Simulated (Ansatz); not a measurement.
## Electronic structure of HfSiO$_{4}$ in real space

Input

```
crystal:
  lattice:
    - [5.325217015, 0.0, 0.5257493608]
    - [0.0, 3.5800380744, 0.0]
    - [0.7210438904, 0.0, 6.7706105221]
  atoms:
    - { symbol: Hf, position: [0.2664605619, 0.25, 0.1911761991] }
    - { symbol: Hf, position: [0.7335394381, 0.75, 0.8088238009] }
    - { symbol: O, position: [0.4240533042, 0.25, 0.8586256727] }
    - { symbol: O, position: [0.5759466958, 0.75, 0.1413743273] }
    - { symbol: O, position: [0.1007539931, 0.75, 0.1576663047] }
    - { symbol: O, position: [0.8992460069, 0.25, 0.8423336953] }
    - { symbol: Si, position: [0.2066312141, 0.25, 0.7105496247] }
    - { symbol: Si, position: [0.7933687859, 0.75, 0.2894503753] }
    - { symbol: O, position: [0.2963323615, 0.25, 0.4673339018] }
    - { symbol: O, position: [0.7036676385, 0.75, 0.5326660982] }
    - { symbol: O, position: [0.1462864297, 0.75, 0.7248033332] }
    - { symbol: O, position: [0.8537135703, 0.25, 0.2751966668] }
kpoints:
  mp_grid: { grid: [4, 4, 2] }
  band_path:
    path:
      - [0.0, 0.0, 0.0]
      - [0.0, -0.5, 0.0]
      - [0.0, -0.5, -0.5]
      - [0.0, 0.0, -0.5]
      - [-0.5, 0.0, -0.5]
      - [-0.5, -0.5, -0.5]
      - [-0.5, -0.5, 0.0]
      - [-0.5, 0.0, 0.0]
      - [0.0, 0.375, -0.5]
      - [0.0, -0.3, -0.5]
    npoints: 1
hamiltonian:
  xc: pbe0
scf:
  occupations: { method: fixed }
  n_extra_bands: 7
output:
  forces: true
  stress: true
  eigenvalues: true
  write_density: true
  write_potential: true
  elf: true
  volumetric_format: npy
```

Below, planes, directions and counts refer to the conventional cell (a = 5.35 Å, b = 3.58 Å, c = 6.81 Å, α = 90.00°, β = 101.72°, γ = 90.00°).

Space group P2₁/m; a structure from a database of computed crystals, not necessarily the ambient phase; started from the tetragonal host prototype, which need not be the ambient phase.

Computed with DFT, PBE0, plane waves, PAW (Ansatz).

The density is the valence pseudo-density of a PAW calculation; it isn't the true density close to the nuclei.

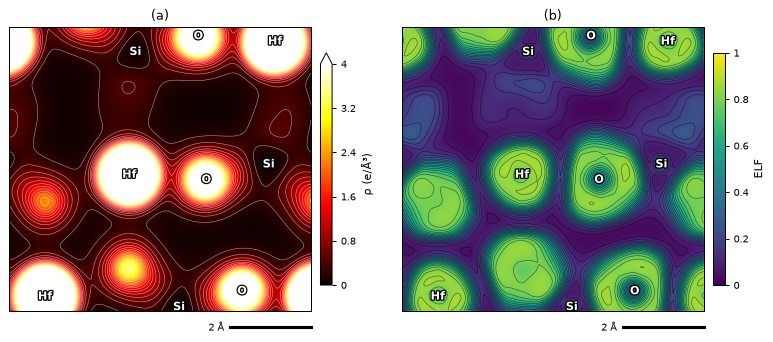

Figure 1. (a) valence pseudo-density; (b) electron localisation function on the (110) plane of the conventional cell.

> What do the fields say about this system?

- The section cuts through Hf, Si and O sites.
- Atoms just off the plane (O, 0.5 Å away) can leave unmarked features too.
- Si–O (1.63 Å): ρ is about 1.2 e/Å³ halfway; the ELF peaks at about 0.85 between the atoms.
- Hf–O (1.92 Å): the density is about 1.2 e/Å³ at the midpoint; the ELF peaks at about 0.80 in the valence shell of O, 0.6 Å from its nucleus, and drops to about 0.20 between the two atoms (no shared electron pair shows on this line).
- Between the atoms the lowest density in this plane is 0.03 e/Å³.
- The features right at Hf lie inside the PAW spheres, where the map follows smoothed inner orbitals and isn't to be read closely.

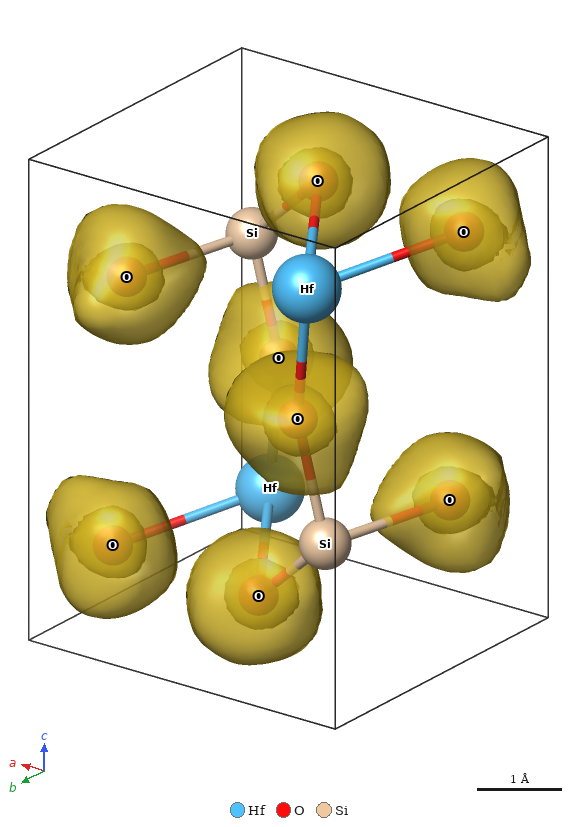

Figure 2. Isosurface of the ELF at 0.75 (yellow), seen at an oblique angle. Only the valence region is drawn (cores and ρ < 0.01 e/Å³ removed). Sticks mark near contacts.

> Identify the bonds, lone pairs and shells in this picture.

The ELF exceeds this value in six regions on O in which the atom's valence shell and bonds are merged and two regions wrapped around O (the valence shell of each), counted in one cell of 12 atoms. Regions shared between cells count once.

> Does the calculation make it a metal, or give it a gap?

It is gapped, with a Kohn–Sham gap of 7.1 eV on the k-point mesh, an upper bound to the gap of this method.
